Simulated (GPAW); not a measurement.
## free-standing square Cr monolayer, spacing 2.56 A: exchange couplings by hand from total energies

Aim: get Heisenberg couplings of free-standing square Cr monolayer, spacing 2.56 A from the energies of collinear orders, with pencil and paper, and test them on an order left out of the fit.

Main program and level: GPAW 26.7.0; PBE; plane waves with GPAW's PAW setups, scalar-relativistic.

### Step 1. The starting structure

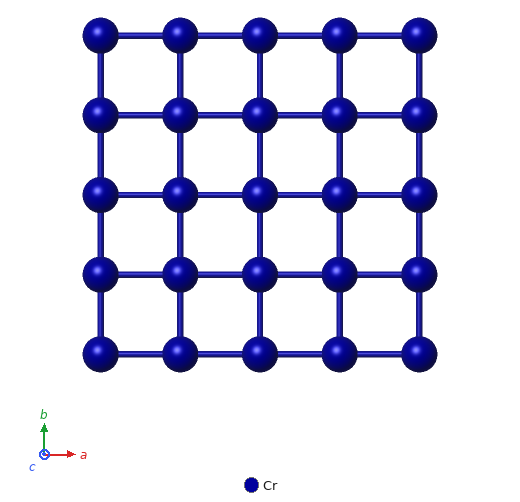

The cell as given, from above (chromium blue). 4×4×1 cells are drawn. Some periodic images of atoms are drawn too.

The cell holds 1 atom: 1 Cr. Its edges and angles: a = 2.560 Å, b = 2.560 Å, c = 14.000 Å, α = 90.0°, β = 90.0°, γ = 90.0°. model lattice. Vacuum lies along c.

Coordinates:

```
Cr
1.0
     2.56000    0.00000    0.00000
     0.00000    2.56000    0.00000
     0.00000    0.00000   14.00000
Cr
1
Direct
  0.00000 0.00000 0.50000
```

### Step 2. The parallel order

All energies count from this run.

Contents of order1.py:

```python
import json
import numpy as np
from ase import Atoms
from ase.parallel import paropen, parprint
from gpaw import GPAW

atoms = Atoms(['Cr'],
    cell=[[2.56, 0.0, 0.0],
         [0.0, 2.56, 0.0],
         [0.0, 0.0, 14.0]],
    scaled_positions=[[0.0, 0.0, 0.5]],
    pbc=True,
    magmoms=[2.5])
atoms.calc = GPAW(mode={'name': 'pw', 'ecut': 550},
    xc='PBE',
    kpts={'size': (10, 10, 1), 'gamma': True},
    occupations={'name': 'fermi-dirac', 'width': 0.05},
    convergence={'density': 1e-05, 'energy': 1e-05},
    maxiter=200,
    symmetry={'tolerance': 1e-4},
    txt='order1.txt')
e = atoms.get_potential_energy(force_consistent=True)
res = {'free_energy': e, 'energy_sigma0': atoms.get_potential_energy(), 'fermi_energy': atoms.calc.get_fermi_level()}
res['moments'] = atoms.get_magnetic_moments().tolist()
res['total'] = atoms.get_magnetic_moment()
parprint('site moments (muB):', np.round(res['moments'], 3))
parprint(f"total moment: {res['total']:.3f} muB")
parprint(f'free energy: {e:.6f} eV')
atoms.calc.write('order1.gpw')
with paropen('results.json', 'w') as f:
    json.dump(res, f)
```

Command:

```sh
OMP_NUM_THREADS=1 python3 order1.py > order1.log
```

Output:

```text
site moments (muB): [3.193]
total moment: 3.939 muB
free energy: -6.666496 eV

--- order1.txt ---
Input parameters:
  mode=PW(ecut=550),
  convergence={'density': 1e-05, 'energy': 1e-05},
  kpts=MonkhorstPack(size=(10, 10, 1), gamma=True),
  maxiter=200,
  occupations=Occupations(name='fermi-dirac', width=0.05),
  symmetry=Symmetry(tolerance=0.0001),
  xc=XC(name='PBE')

Diagonalizing LCAO Hamiltonian
[...]
|          3 |        -2.248 |     1.000 |        -0.884 |     0.000 |
|          4 |        -1.956 |     0.912 |         1.559 |     0.000 |
|          5 |        -1.956 |     0.912 |         1.559 |     0.000 |
|          6 |        -0.975 |     0.000 |         1.574 |     0.000 |
|          7 |         1.568 |     0.000 |         2.048 |     0.000 |
|          8 |         2.518 |     0.000 |         3.061 |     0.000 |

No gap
No difference between direct/indirect transitions


[key lines of the parts left out:]
Free energy:      -6.666496
Converged in 18 steps
dipole moment: (-6.134046, -6.134046, 0.000076)  # |e|*Ang
Fermi level: -1.839
```

Elapsed: 19 s, on 1 MPI rank of Intel Xeon Platinum 8488C (Sapphire Rapids), shared host; peak memory 0.19 GiB.

Spin moment in the augmentation sphere by atom:

| atom | spin moment in the augmentation sphere (μB) |
| --- | --- |
| Cr1 | 3.19 |

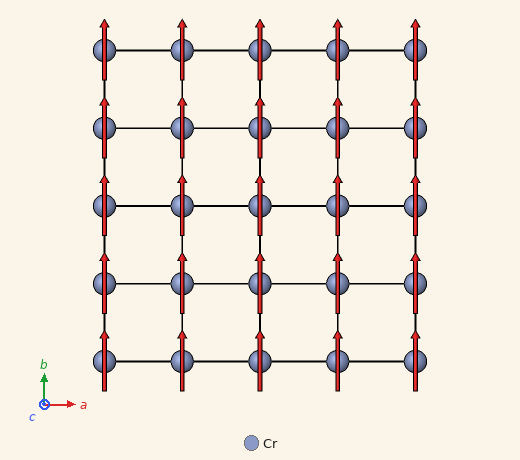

Spin moment in the augmentation sphere as arrows, the longest 3.19 μB. Up and down stand for the sign. Arrows give size and sign along the axis of quantisation, drawn up and down the page. 4×4×1 cells are drawn. Some periodic images of atoms are drawn too.

This step gave:

```
magnetization : 3.939 μB
final state   : ferromagnetic
```

After 18 cycles the largest moment stands at 3.19 μB.

### Step 3. The orders used for the fit

The other orders were run with the same settings, on meshes that hold the same points. Free energies (smearing 0.05 eV, its entropy term included) are divided by the number of Cr atoms; q is in fractions of the reciprocal vectors of the first run's cell.

| order | atoms | mesh | free energy (eV) | eV per Cr | largest moment (μB) |
| --- | --- | --- | --- | --- | --- |
| F + | 1 | 10×10×1 | -6.6665 | -6.6665 | 3.19 |
| AF q=(0,1/2,0) +- | 2 | 10×5×1 | -14.3242 | -7.1621 | 3.41 |

### Step 4. Counting neighbours

With E = −Σ J e_i·e_j over ordered pairs of unit vectors, turning a neighbour from parallel to opposed costs 2J a Cr atom. So an order lies 2 Σ n J over the parallel one, n being the opposed neighbours in each shell.

| shell | distance (Å) | neighbours | opposed in AF q=(0,1/2,0) +- | opposed in AF q=(1/2,1/2,0) +- |
| --- | --- | --- | --- | --- |
| J1 | 2.56 | 4 | 2 | 4 |
| J2 | 3.62 | 4 | 4 | 0 |

Only J1 is kept.

### Step 5. Solving

```
2 × 2 × J1 = -495.62 meV    (AF q=(0,1/2,0) +-)
J1 = -123.90 meV
```

### Step 6. The test

The couplings now give the orders that were left out:

```
2 × 4 × (-123.90) = -991.20 meV    (AF q=(1/2,1/2,0) +-)
```

The runs themselves:

| order | atoms | mesh | free energy (eV) | eV per Cr | largest moment (μB) | over the parallel order (meV) | foretold (meV) |
| --- | --- | --- | --- | --- | --- | --- | --- |
| AF q=(1/2,1/2,0) +- | 2 | 5×10×1 | -14.9070 | -7.4535 | 3.29 | -787.01 | -991.20 |

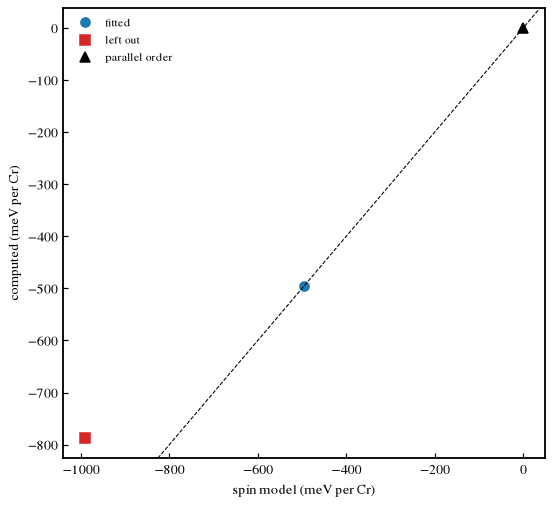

Computed energies of the orders against the model; the dashed line marks agreement.

### Step 7. One more shell

The miss asks for the next shell, which takes one more order into the fit and leaves none for a test.

```
2 × 2 × J1 + 2 × 4 × J2 = -495.62 meV    (AF q=(0,1/2,0) +-)
2 × 4 × J1 = -787.01 meV    (AF q=(1/2,1/2,0) +-)
J1 = -98.38 meV
J2 = -12.76 meV
```

### Step 8. Summary of results

| Item | Value |
| --- | --- |
| J1 (Cr–Cr at 2.56 Å) | -124 meV |
| largest miss on the orders left out | 204 meV |
| J1 with 2 shells | -98.4 meV |
| J2 with 2 shells | -12.8 meV |

In words: The model misses the order left out by 204 meV, 26 % of the span of the orders, so it holds only roughly. With the next shell added the couplings are J1 = -98.38 and J2 = -12.76 meV, untested. The first dropped shell that the test feels is J2 at 3.62 Å. The site moments spread by 6.3 % over the orders. In a metal couplings reach far, and the mesh was not tested. The couplings are effective ones: further shells with opposed neighbours are folded into them or show in the miss. No mean-field temperature is given: it needs a model that holds, an unfrustrated order and couplings in all three dimensions.

[Logs and program files are shortened in this print: banners, set-up blocks, solver, clock and traceback lines can be left out without a mark of their own.]

[Logs are printed without paths, hosts, clocks, repeated set-up lines and the standing remarks that a program may print on its own settings, such as how far it seeks lower states.]

[Hosts, paths, dates, database ids (printed as entryN), source tags and the programs' standing remarks are cut or masked in the printed files.]

[Where a cell is said to come from a database of computed structures, the database is the Materials Project.]
